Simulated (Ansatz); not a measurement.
# What a change does: single-point calculation on Mo

System: Mo (2 atoms in the cell).
Method of run 1: DFT with PBE, PAW plane waves, no spin polarisation (Ansatz 0.2.0).

The structure is a deliberately distorted cell. Text and figures count atoms from 1; the logs count them from 0 in places.

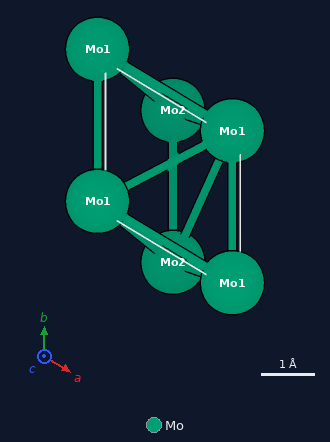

Figure 1. The input geometry (ball-and-stick view of the cell of the calculation, set on other vectors, along the c axis; atoms are numbered from 1 in the order of the input).

### Input, run 1
```yaml
crystal:
  lattice:
    - [-2.122493, 4.226707, 2.060228]
    - [2.122937, -0.022448, 2.105567]
    - [2.102952, 2.104814, -0.002462]
  atoms:
    - { symbol: Mo, position: [0.941854, 0.891744, 0.999345] }
    - { symbol: Mo, position: [0.442292, 0.493763, 0.058031] }
kpoints:
  mp_grid: { grid: [4, 7, 7], shift: [0.5, 0.0, 0.0] }
magnetization:
  spin_polarized: false
scf:
  occupations: { method: gaussian, width: 0.0493 }
hamiltonian:
  pseudopotentials: { kind: paw }
  xc: pbe
basis:
  ecutwfc: 420
output:
  forces: true
  stress: true
  eigenvalues: true
  write_density: true
  write_potential: true
  elf: true
  volumetric_format: npy
```

Command:
```bash
ansatz run input.yaml --threads 1 --pin off --max-ram 2560MiB --backend cpu --events-out ev --progress --plain --runs-dir out
```

Hardware: 1 thread of an x86-64 CPU, shared host.

### Output, shortened to warnings, some set-up lines, iterations and results (run 1)
```
Basis set: ecut = 420 eV, 705 PW (Γ), exchange–correlation on 72×40×40 points (8 copies of the dense FFT grid, shifted against one another)
Symmetry: 2 space group operations
k-points: 98 of 196
Initial density: superposition of atomic densities (neutral atoms: chi_scale 0, normalization atom), corrected by the library's trained network
[...]
SCF iter   1: F=—  HF=-9910.712031 eV  |F-HF|=—  |Δ(HF+E_count)|=         —  Δρ=5.15e-3  dr2=6.63e-3  ethr=1.77e-3  ⟨swp⟩=5.3  Hψ=7872  notcnv=0
SCF iter   2: F=—  HF=-9910.711862 eV  |F-HF|=—  |Δ(HF+E_count)|=   1.69e-4  Δρ=2.93e-3  dr2=2.23e-3  ethr=2.37e-5  ⟨swp⟩=1.4  Hψ=2748  notcnv=0
SCF iter   3: F=—  HF=-9910.711742 eV  |F-HF|=—  |Δ(HF+E_count)|=   1.20e-4  Δρ=3.60e-4  dr2=3.31e-5  ethr=7.98e-6  ⟨swp⟩=2.0  Hψ=2358  notcnv=0
SCF iter   4: F=—  HF=-9910.711739 eV  |F-HF|=—  |Δ(HF+E_count)|=   3.49e-6  Δρ=8.16e-5  dr2=1.79e-6  ethr=1.18e-7  ⟨swp⟩=2.4  Hψ=3135  notcnv=0
SCF iter   5: F=—  HF=-9910.711739 eV  |F-HF|=—  |Δ(HF+E_count)|=   3.36e-7  Δρ=2.28e-5  dr2=1.12e-7  ethr=6.41e-9  ⟨swp⟩=2.9  Hψ=3086  notcnv=0
SCF iter   6: F=-9910.711739 eV  HF=-9910.711739 eV  |F-HF|=9.62e-10  |Δ(HF+E_count)|=   9.52e-9  Δρ=3.61e-6  dr2=4.19e-9  ethr=3.57e-10  ⟨swp⟩=7.2  Hψ=9540  notcnv=0
SCF 1 converged in 6 iterations: F = -9910.711739 eV  dr2 = 4.19e-9
SCF converged after 6 iterations
Free energy (F): -9910.711739 eV
Harris-Foulkes:  -9910.711739 eV  (|F-HF|=9.62e-10)
Internal energy: -9910.707087 eV  (E = F + TS)
E sigma→0 (E₀):  -9910.709413 eV
Entropy (-TS):   -0.004652 eV (-2.326 meV/atom)
Fermi energy:    16.749919 eV
--- Per-component energies (eV) ---
  E_band       = -216.507724
  E_kinetic    = 870.566817
  E_local      = -1839.196127  (includes V_loc(G=0)·N_el)
  E_nonlocal   = 285.395507
  E_hartree    = 602.643132
  E_xc         = -362.353080
  E_vxc        = -451.754335  (∫ρ·V_xc dr)
  E_paw        = -6401.771346  (= ΣΔE_a)
  E_vpaw       = -286.807539  (= ΣTr[D̂ρ^β])
  E_aug_tail   = 0.000086  (compensation charges beyond the density's cutoff)
  E_ewald      = -3065.992075
  E_smearing   = -0.004652  (= −TS)
  E_closure    = 0.000000  (closes the sum)
  Σ components = -9910.711739   (vs F -9910.711739, Δ=0.00e0)
--- Forces (eV/Å), atoms counted from 1 ---
  atom   1  Mo    -0.04090315    -0.14950978    -0.12768831
  atom   2  Mo     0.04090315     0.14950978     0.12768831
  max |Σ_I F_I| component: 0.00e0 eV/Å
--- Stress (GPa, compression-positive) ---
      -30.224970      -0.380464      -0.946982
       -0.380464     -22.560908      -1.946101
       -0.946981      -1.946101     -25.091236
  P = ⅓ Tr σ = -25.9590 GPa (-259.590 kbar)
```

Run 2 used a changed input.

### The two runs side by side

| quantity | run 1 | run 2 |
| --- | --- | --- |
| outcome | converged | converged |
| free energy per atom (eV) | −4955.3559 | −4955.3567 |
| energy per atom, smearing taken to zero (eV) | −4955.3547 | −4955.3555 |
| pressure (GPa) | −25.96 | −25.96 |
| largest force (eV/Å) | 0.201 | 0.201 |
| SCF iterations | 6 | 6 |
| irreducible k-points | 98 | 98 |
| plane waves at Γ | 705 | 959 |
| wall time (shared host) | 4.2 s | 5.1 s |

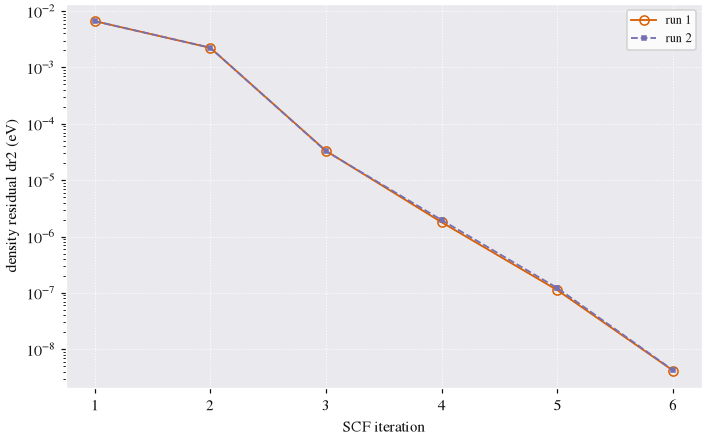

Figure 2. Convergence of the two runs: density residual dr2 against the SCF iteration. Run 1 takes 6 iterations in all, and run 2 takes 6.

Which change of the input explains these differences?

The change (lines with − go, lines with + come):
```diff
-  ecutwfc: 420
+  ecutwfc: "36.7 Ry"
```

The free energy of run 2 is 0.8 meV per atom lower, which measures how much it depends on this numerical setting. More plane waves can only lower the energy of a fixed Hamiltonian, so the higher cutoff gives the lower value. The number of SCF iterations is the same. The plane waves at Γ go from 705 to 959.

### Output, shortened to warnings, some set-up lines, iterations and results (run 2)
```
Basis set: ecut = 499.3289376138798 eV, 959 PW (Γ), exchange–correlation on 80×48×48 points (8 copies of the dense FFT grid, shifted against one another)
Symmetry: 2 space group operations
k-points: 98 of 196
Initial density: superposition of atomic densities (neutral atoms: chi_scale 0, normalization atom), corrected by the library's trained network
[...]
SCF iter   1: F=—  HF=-9910.713666 eV  |F-HF|=—  |Δ(HF+E_count)|=         —  Δρ=5.17e-3  dr2=6.62e-3  ethr=1.77e-3  ⟨swp⟩=5.5  Hψ=7947  notcnv=0
SCF iter   2: F=—  HF=-9910.713483 eV  |F-HF|=—  |Δ(HF+E_count)|=   1.83e-4  Δρ=2.93e-3  dr2=2.24e-3  ethr=2.36e-5  ⟨swp⟩=1.4  Hψ=2742  notcnv=0
SCF iter   3: F=—  HF=-9910.713360 eV  |F-HF|=—  |Δ(HF+E_count)|=   1.24e-4  Δρ=3.58e-4  dr2=3.27e-5  ethr=7.98e-6  ⟨swp⟩=2.0  Hψ=2334  notcnv=0
SCF iter   4: F=—  HF=-9910.713358 eV  |F-HF|=—  |Δ(HF+E_count)|=   1.26e-6  Δρ=8.45e-5  dr2=1.96e-6  ethr=1.17e-7  ⟨swp⟩=2.4  Hψ=3121  notcnv=0
SCF iter   5: F=—  HF=-9910.713358 eV  |F-HF|=—  |Δ(HF+E_count)|=   3.92e-7  Δρ=2.43e-5  dr2=1.22e-7  ethr=6.99e-9  ⟨swp⟩=3.0  Hψ=3109  notcnv=0
SCF iter   6: F=-9910.713358 eV  HF=-9910.713358 eV  |F-HF|=9.59e-10  |Δ(HF+E_count)|=   9.94e-9  Δρ=3.68e-6  dr2=4.25e-9  ethr=3.57e-10  ⟨swp⟩=7.3  Hψ=9907  notcnv=0
SCF 1 converged in 6 iterations: F = -9910.713358 eV  dr2 = 4.25e-9
SCF converged after 6 iterations
Free energy (F): -9910.713358 eV
Harris-Foulkes:  -9910.713358 eV  (|F-HF|=9.59e-10)
Internal energy: -9910.708705 eV  (E = F + TS)
E sigma→0 (E₀):  -9910.711031 eV
Entropy (-TS):   -0.004653 eV (-2.327 meV/atom)
Fermi energy:    16.749773 eV
--- Per-component energies (eV) ---
  E_band       = -216.523443
  E_kinetic    = 870.570860
  E_local      = -1839.184099  (includes V_loc(G=0)·N_el)
  E_nonlocal   = 285.390429
  E_hartree    = 602.632291
  E_xc         = -362.355840
  E_vxc        = -451.758109  (∫ρ·V_xc dr)
  E_paw        = -6401.770277  (= ΣΔE_a)
  E_vpaw       = -286.808847  (= ΣTr[D̂ρ^β])
  E_aug_tail   = 0.000006  (compensation charges beyond the density's cutoff)
  E_ewald      = -3065.992075
  E_smearing   = -0.004653  (= −TS)
  E_closure    = 0.000000  (closes the sum)
  Σ components = -9910.713358   (vs F -9910.713358, Δ=0.00e0)
--- Forces (eV/Å), atoms counted from 1 ---
  atom   1  Mo    -0.04085525    -0.14959963    -0.12779551
  atom   2  Mo     0.04085525     0.14959963     0.12779551
  max |Σ_I F_I| component: 0.00e0 eV/Å
--- Stress (GPa, compression-positive) ---
      -30.230982      -0.381033      -0.948785
       -0.381033     -22.564820      -1.946657
       -0.948784      -1.946657     -25.096823
  P = ⅓ Tr σ = -25.9642 GPa (-259.642 kbar)
```

For both runs: The cell is under a tension of 26 GPa at this level, so it is not at its equilibrium volume.
